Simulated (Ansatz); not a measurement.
# CuI (Marshite): converging the G0W0 gap, part 2 of 2

How do accuracy and time trade against each other in G0W0 on CuI (Marshite)?

Ansatz 0.2.0; G0W0 on PBE, plane waves, PAW. Known limits of the many-body steps: not at the basis limit; d shell near the gap, gap tends to lie low; no spin-orbit coupling.

So far. Step 4 (357 empty bands, screening to 200 eV): Against the run with 4×4×4 mesh, 166 empty bands, screening to 120 eV, the gap moves by −0.08 eV.

The database entry behind the starting cell differs from later determinations by our own check (about 0.15 % long (mineral sample)), so it need not match the best structure at ambient conditions.

In doubt: one-shot GW on d or f shells is unsure (steps 2, 3, 4, 5, 6), so the values of those runs are not to be relied on.

**5. Changing the frequency model: 4×4×4 mesh, 166 empty bands, screening to 120 eV, plasmon pole**

A plasmon pole stands in for the full frequency dependence of the screening; this run shows what that costs in accuracy. Bands and cutoff differ from the step before, so it is read against an earlier run that matches them.

Contents of input.yaml:

```yaml
crystal:
  lattice:
    - [0.0, 3.0315, 3.0315]
    - [3.0315, 0.0, 3.0315]
    - [3.0315, 3.0315, 0.0]
  atoms:
    - { symbol: Cu, position: [0.25, 0.25, 0.25] }
    - { symbol: I, position: [0.0, 0.0, 0.0] }
kpoints:
  mp_grid: { grid: [4, 4, 4] }
hamiltonian:
  xc: pbe
scf:
  occupations: { method: fixed }
gw:
  n_empty_bands: 166
  ecut_chi: 120
  qp_bands: [v2, c2]
  qp_kpoints: band_edges
  screening: { model: godby_needs }
```

Started as:

```sh
ansatz run input.yaml --threads 3 --pin off --max-ram 92160MiB --backend cuda --events-out ev --progress --plain --runs-dir out --devices 1 --max-vram 13GiB  # rebuilt from the run's record
```

Numbers of over 12 decimals in the logs are rounded to 6 here.

What it wrote:

```text
GPUs: using 1 of 1 available (devices: 1).
[...]
GPU FFT provider: cuFFT
GPU libraries: cuBLAS 13.8.2, cuFFT 12.4.0, cuSOLVER 12.3.4
Crystal: 2 atoms, lattice volume = 55.719 Å³
Basis set: ecut = 420 eV, 1067 PW (Γ)
Bands: 22, of which v1, the nominal top of the filled ones, is band 18 counted from 1 (17 counted from 0)
Symmetry: 24 space group operations
[...]
k-points: 8 of 64 (time reversal used)
[...]
1    20     13.5934    -7.1787    -4.3478   -11.7666  0.8068    13.8338    13.8334  root
[...]
6    17      6.6693   -41.6485     8.0110   -32.9531  0.7294     5.9803     5.9848  root
     6    18      6.6693   -41.6485     8.0110   -32.9531  0.7294     5.9803     5.9848  root
     6    19     10.8735    -9.4132    -3.1696   -12.6009  0.8133    10.8916    10.8916  root
     6    20     11.0618   -10.8944    -3.4715   -14.6263  0.8054    11.3225    11.3221  root
[key lines of the parts left out:]
SCF converged after 6 iterations
Free energy (F): -14138.331692 eV
Fermi energy:    8.168152 eV
```

Run time: 8.5 s. Hardware: 1 × NVIDIA H100 80GB HBM3 (shared by 6 runs) with 3 threads of AMD EPYC 7R13 (Zen 3), shared host; peak memory 1.2 GiB; 14 s of CPU time.

This step gave:

```yaml
bands_summed: 184
plasmon_pole_fit_frequency: 29.85 eV
rpa_eps_infinity_on_this_mesh_eigenvalues: 9.418, 9.418, 9.418
plane_waves_in_the_screening_matrix: 169
g0w0_gap_on_the_mesh: 1.945 eV
k_of_the_valence_top: 0, 0, 0
k_of_the_conduction_bottom: 0, 0, 0
starting_gap_on_the_mesh: 1.118 eV
least_direct_g0w0_gap_on_the_computed_points: 1.945 eV
```

Against the run with 4×4×4 mesh, 166 empty bands, screening to 120 eV, the gap moves by −0.004 eV.

**6. Changing the files: 4×4×4 mesh, 166 empty bands, screening to 120 eV, hard PAW files**

Other atomic data (hard PAW) test the pseudisation: the cutoff goes from 420 to 700 eV, with the same valence electrons.

Edit input.yaml of step 5 so:

```diff
@@ -12,2 +12,3 @@
   xc: pbe
+  pseudopotentials: { kind: paw, source: ansatz }
 scf:
@@ -19,2 +20,2 @@
   qp_kpoints: band_edges
-  screening: { model: godby_needs }
+  screening: { model: contour_deformation }
```

What it wrote:

```text
GPUs: using 1 of 1 available (devices: 1).
[...]
GPU FFT provider: cuFFT
GPU libraries: cuBLAS 13.8.2, cuFFT 12.4.0, cuSOLVER 12.3.4
Crystal: 2 atoms, lattice volume = 55.719 Å³
Basis set: ecut = 700 eV, 2397 PW (Γ)
Bands: 22, of which v1, the nominal top of the filled ones, is band 18 counted from 1 (17 counted from 0)
Symmetry: 24 space group operations
[...]
k-points: 8 of 64 (time reversal used)
[...]
1    20     13.6964    -7.1790    -4.3552   -11.7669  0.7455    13.9315    13.9292  root
[...]
6    17      6.7723   -41.6488     8.0963   -32.9507  0.6500     6.1472     6.1705  root
     6    18      6.7723   -41.6488     8.0963   -32.9507  0.6500     6.1472     6.1705  root
     6    19     10.9746    -9.4136    -3.1494   -12.6013  0.7687    11.0129    11.0129  root
     6    20     11.1639   -10.8877    -3.4734   -14.6150  0.7589    11.4202    11.4177  root
[key lines of the parts left out:]
SCF converged after 9 iterations
Free energy (F): -14140.927629 eV
Fermi energy:    8.270742 eV
```

Elapsed: 5.9 s, on 1 × NVIDIA H100 80GB HBM3 (shared by 6 runs) with 3 threads; peak memory 1.2 GiB.

Numbers from this step:

```yaml
bands_summed: 184
rpa_eps_infinity_on_this_mesh_eigenvalues: 9.427, 9.427, 9.427
plane_waves_in_the_screening_matrix: 169
g0w0_gap_on_the_mesh: 1.952 eV
k_of_the_valence_top: 0, 0, 0
k_of_the_conduction_bottom: 0, 0, 0
starting_gap_on_the_mesh: 1.118 eV
least_direct_g0w0_gap_on_the_computed_points: 1.952 eV
```

Against the run with 4×4×4 mesh, 166 empty bands, screening to 120 eV, the gap moves by +0.003 eV.

**7. The runs together**

Times are wall times on 1 × NVIDIA H100 80GB HBM3 (shared by 6 runs) with 3 threads of AMD EPYC 7R13 (Zen 3), shared host, good to a factor of about two.

```csv
mesh,files,frequency,bands summed,cutoff (eV),start (eV),G0W0 (eV),time,host memory (GiB)
4×4×4,default PAW,contour deformation,76,60,1.118,2.312,5.2 s,1.0
4×4×4,default PAW,contour deformation,184,120,1.118,1.949,6.3 s,1.1
4×4×4,default PAW,contour deformation,375,200,1.118,1.872,9 s,1.3
4×4×4,default PAW,plasmon pole,184,120,1.118,1.945,8.5 s,1.2
4×4×4,hard PAW,contour deformation,184,120,1.118,1.952,5.9 s,1.2
```

How the two edges are built up, in eV (the quasiparticle level is the starting level plus Σx plus Σc less Vxc):

```csv
run,edge,start,Σx,Σc,Vxc,Z,QP
76 bands,valence top,8.17,-35.92,5.45,-29.83,0.71,7.53
76 bands,conduction bottom,9.29,-8.06,-3.89,-12.50,0.77,9.84
184 bands,valence top,8.17,-35.92,5.53,-29.83,0.70,7.61
184 bands,conduction bottom,9.29,-8.06,-4.17,-12.50,0.77,9.56
375 bands,valence top,8.17,-35.92,5.46,-29.83,0.70,7.54
375 bands,conduction bottom,9.29,-8.06,-4.31,-12.50,0.77,9.42
```

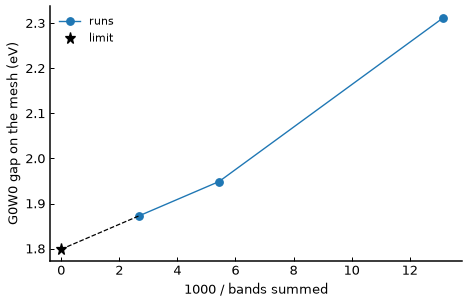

The gap against one over the number of bands; the dashed line carries the two highest rungs to the limit.

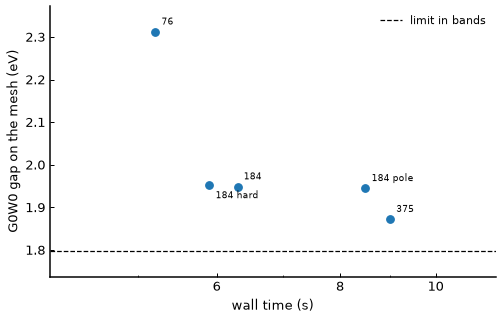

Result against wall time.

**8. Results**

| Property | Result |
| --- | --- |
| 76 bands, 60 eV | 2.312 eV |
| 184 bands, 120 eV | 1.949 eV |
| 375 bands, 200 eV | 1.872 eV |
| estimated limit in bands and cutoff | 1.80 eV |
| mesh and start | 4×4×4, PBE |

**Reading.** A line in one over the bands through the two highest rungs gives 1.80 eV, −0.07 eV from the top rung; the pair below gives 1.69 eV, so the series converges faster than that law. The rungs stand 0.51 eV (76 bands), 0.15 eV (184 bands) and 0.07 eV (375 bands) from it. From 76 to 375 bands the gap moves by −0.44 eV. Σc changes by +0.01 eV at the valence top and −0.43 eV at the conduction bottom, so the conduction edge carries most of the change. The plasmon-pole model gives −0.004 eV against contour deformation, 0 % of the correction, and saved no time in this program. Hard PAW files move the gap by +0.003 eV at equal bands and cutoff, −0.001 eV of it in the start. The cheapest rung within 0.1 eV of this estimate is that with 375 bands (9 s). A d shell, filled or nearly so, lies near the gap. One-shot GW converges very slowly in bands there, not always from below, and on a semilocal start the gap tends to come out low; starts rich in exact exchange can overshoot instead. The many-body steps are scalar-relativistic: spin-orbit coupling is not in them.

[Paths, hosts, dates, memory and timing lines, banners, echoed tables and standing remarks are left out of the program output.]

[Logs are printed without paths, hosts, clocks, repeated set-up lines and the standing remarks that a program may print on its own settings, such as how far it seeks lower states.]

[Runs of the session that timed out or met a known fault of the program may be left out.]

[Cells called generated may have been cut or substituted from an entry of the Crystallography Open Database or the Materials Project.]

[Hosts, paths, dates, database ids (printed as entryN), source tags and the programs' standing remarks are cut or masked in the printed files.]
